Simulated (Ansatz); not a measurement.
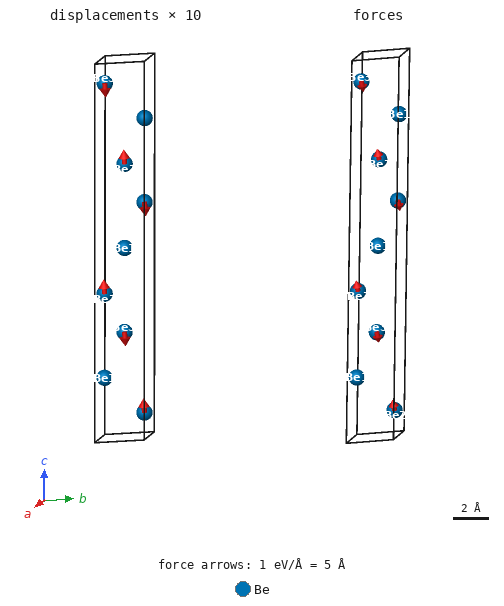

Left: a symmetric starting cell of Be (made from another compound by putting Be in place of Sr), with red arrows for the displacements applied to it (without the part that the change of the cell carries along). Right: the displaced structure with the computed forces. Besides, the cell is strained by +1.7 % along [2 −2 −1], −4.5 % in a general direction near [1 −1 0], −6.9 % along [1 1 0] (volume −9.6 %). A ball-and-stick model of the conventional cell (3 times the calculation's cell), seen slightly off an axis. Lengths and directions refer to the drawn axes.

The calculation used DFT PBEsol, scalar-relativistic, plane waves, PAW in Ansatz. (plane-wave cutoff 420 eV; k-point mesh 18 × 18 × 6; occupations gaussian; smearing width 0.1 eV; no spin polarisation)

Describe the distortion and the response.

Atoms are displaced by 0.09 Å relative to the cell: Be2 0.09 Å along [0 −1 1]. No relaxation follows. The starting cell wasn't computed here and needn't be at equilibrium, so pressure and forces aren't due to the change alone. The pressure is −24.1 GPa (not all of it need come from the change, since the unchanged cell can be under pressure at this level too). The principal stresses (compression positive) are −22.4 GPa along [1 −1 1], −24.4 GPa roughly along [1 −1 0], −25.4 GPa along [1 1 0]. The largest forces, 0.13 eV/Å, act on Be2 and Be3; on Be2 it points along [1 −1 1]. The forces point along the displacements, not back (a soft direction, or forces left over where the reference was relaxed at another level) (cosine 0.98). The space group stays C2/m (No. 12).
